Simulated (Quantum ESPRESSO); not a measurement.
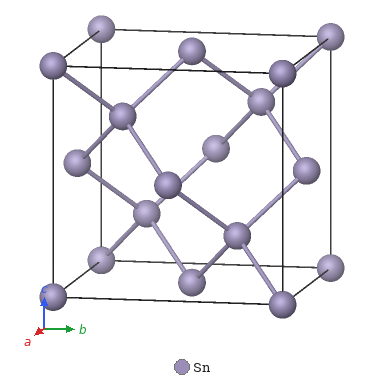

System: Sn, space group Fd-3m (No. 227). The picture shows the conventional cell.

Input file:
```
&CONTROL
  calculation = 'scf'
  prefix = 'pwscf'
  outdir = './tmp'
  pseudo_dir = './pseudo'
  tprnfor = .true.
  tstress = .true.
  disk_io = 'nowf'
/
&SYSTEM
  ibrav = 0
  nat = 2
  ntyp = 1
  ecutwfc = 72
  nbnd = 21
  occupations = 'smearing'
  smearing = 'fd'
  degauss = 0.00367493
/
&ELECTRONS
  conv_thr = 4d-10
  electron_maxstep = 120
  mixing_beta = 0.5
/
ATOMIC_SPECIES
Sn   118.7100 Sn.upf
CELL_PARAMETERS angstrom
   0.0000000000    3.2333428000    3.2333428000
   3.2333428000    0.0000000000    3.2333428000
   3.2333428000    3.2333428000    0.0000000000
ATOMIC_POSITIONS crystal
Sn     0.7500000000    0.7500000000    0.7500000000
Sn     0.5000000000    0.5000000000    0.5000000000
K_POINTS automatic
7 7 7 0 0 0
```

Command:
```bash
OMP_NUM_THREADS=1 pw.x -in pw.in > pw.out
```

Calculation (Quantum ESPRESSO 7.5): plane-wave DFT, no spin polarisation; energies at scaled volumes of the given cell, shape and fractions fixed, counted from the fit's minimum, third-order Birch-Murnaghan fit. Level: PBEsol.

- k mesh: 7×7×7
- occupations: Fermi–Dirac
- smearing width: 0.05 eV
- potentials: PseudoDojo 0.4.1 SR PBEsol standard
- wave cutoff: 979.6 eV
- density cutoff: 3918 eV

Describe the result: the energy and pressure against volume. The volume takes the values 31.77, 32.45, 33.13, 33.80, 34.48, 35.16, 35.83 Å³/atom.

A third-order Birch–Murnaghan fit gives V0 = 35.07 Å³/atom, B0 = 41.2 GPa and B′ = 5.0. The energy is 48.62 meV/atom at volume 31.77 Å³/atom and 2.03 meV/atom at 35.83 Å³/atom; the lowest computed point is at volume 35.16 Å³/atom (0.03 meV/atom), in a single well. The pressure falls from 5.20 GPa at volume 31.77 Å³/atom to −0.85 GPa at 35.83 Å³/atom, and changes sign near 35.06 Å³/atom.

```csv
volume (Å³/atom),energy (meV/atom),pressure (GPa)
31.77,48.62,5.20
32.45,29.44,3.88
33.13,15.54,2.70
33.80,6.34,1.65
34.48,1.33,0.71
35.16,0.03,-0.12
35.83,2.03,-0.85
```

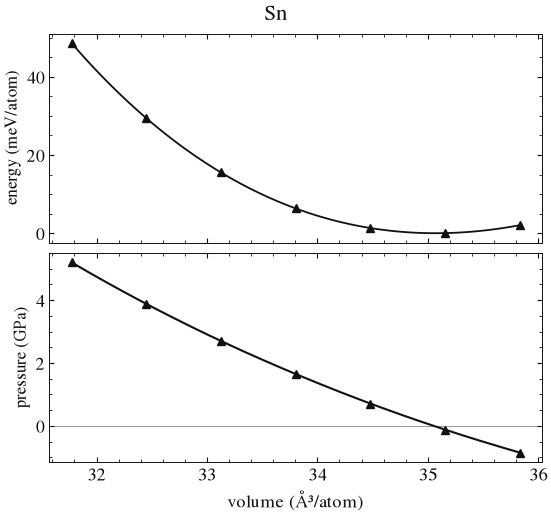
